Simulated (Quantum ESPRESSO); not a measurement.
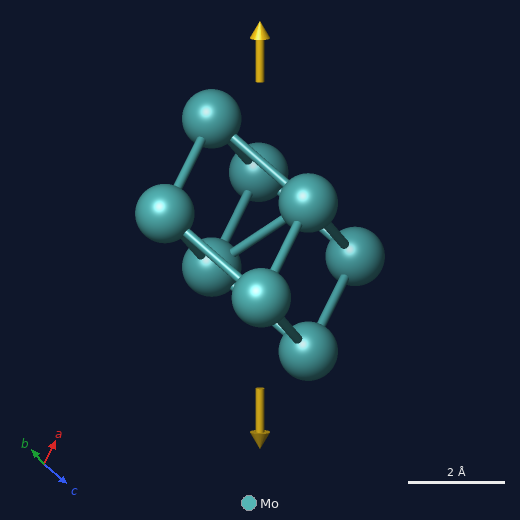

Mo, body-centred cubic (W type), space group Im-3m (No. 229). The run's cell of 1 atom is drawn unstrained, with atoms on its boundary repeated; the arrows mark the Cartesian direction z, along which it is stretched or compressed while the other dimensions are held. The atoms keep their fractional positions. The cell is a structure listed in the Materials Project.

Alike in all runs: Quantum ESPRESSO 7.5; functional PBEsol; potentials GBRV 1.5 PBEsol; cutoff 612 eV; k mesh 12 × 12 × 12 on the run's cell of 1 atom; occupations fermi-dirac, width 0.05 eV; no spin polarisation; no spin-orbit coupling. Stress is positive in compression, averaged over the directions named.

```tsv
strain (%)	ΔE (meV/atom)	stress along z (GPa)	stress across, x/y (GPa)
−4	2.4	11.52	-4.79
−2	-9.8	-0.19	-7.80
−1	-7.5	-5.50	-9.14
0	0.0	-10.41	-10.41
+1	12.1	-14.94	-11.61
+2	?	?	?
+4	73.4	-26.64	-14.83
```

How stiff is the crystal along the strain, and what belongs in the row left out?

Answer. The slope at zero strain is -477 GPa per unit strain, so the clamped-ion stiffness of this cell along z (C33 in these Cartesian axes) is about 480 GPa. The fit puts the stress at +2 % at -19.23 GPa. The run gave -19.14 GPa along, -12.74 GPa across and ΔE = 28.6 meV/atom.

At which strain does the stress along the strained direction vanish?

Answer. Near −2.0 %: the cell as given is stretched along it at this level of theory (-10.4 GPa), so the energy is least there and not at zero.

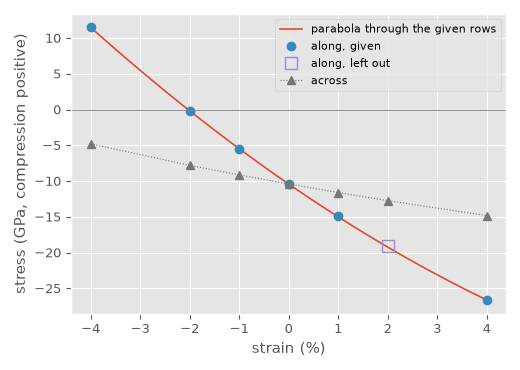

Stress against strain.
